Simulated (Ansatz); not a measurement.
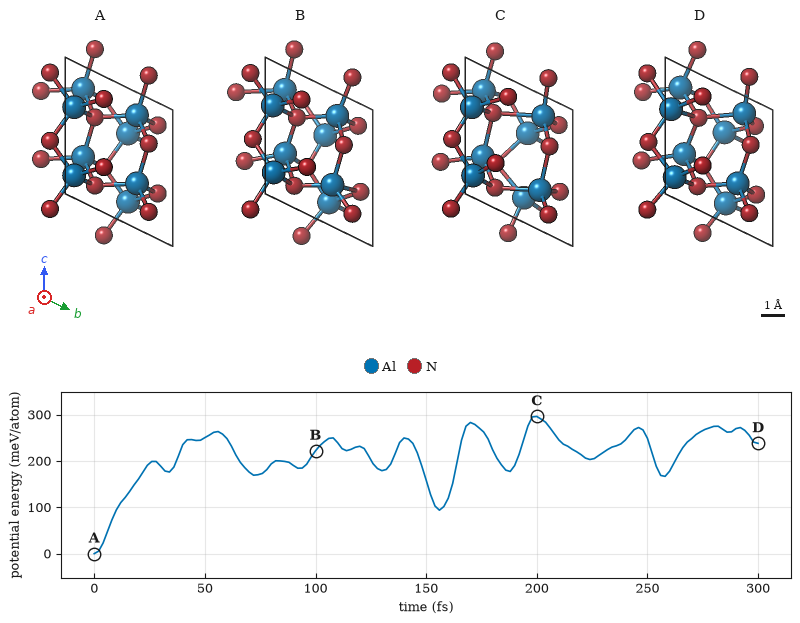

First-principles dynamics of a 16-atom cell of AlN (set up in P6_3mc), 300 fs long. Frames (A at 0 fs, B at 100 fs, C at 200 fs, D at 300 fs) and the history of the run. A ball-and-stick model of the reduced simulation cell, seen along the a axis. Bonds to atoms that aren't drawn are left out. Lengths and directions refer to the drawn axes.

Computed with DFT PBE, scalar-relativistic, plane waves, PAW (Ansatz). Run with plane-wave cutoff 420 eV; k-point mesh 2 × 2 × 2; Fermi-Dirac smearing 0.155 eV; volume 1.06 times that of the relaxed crystal; Langevin thermostat (NVT); set temperature 1800 K; time step 2 fs; friction 0.05 per fs.

What happens in this trajectory?

Answer. In the second half of the run the atoms are, in the root-mean-square, this far from where they began (common drift taken out): Al 0.19 Å, N 0.19 Å. That is small against the typical shortest distance between atoms in the first frame, about 1.9 Å: the atoms vibrate about their sites and the arrangement holds. The mean temperature in the second half is 1832 K (standard deviation 396 K). The potential energy in the second half lies on average 229 meV per atom above the first frame. The mean pressure there is 0.2 GPa.

The run took of the order of 6 core-minutes on a shared host.
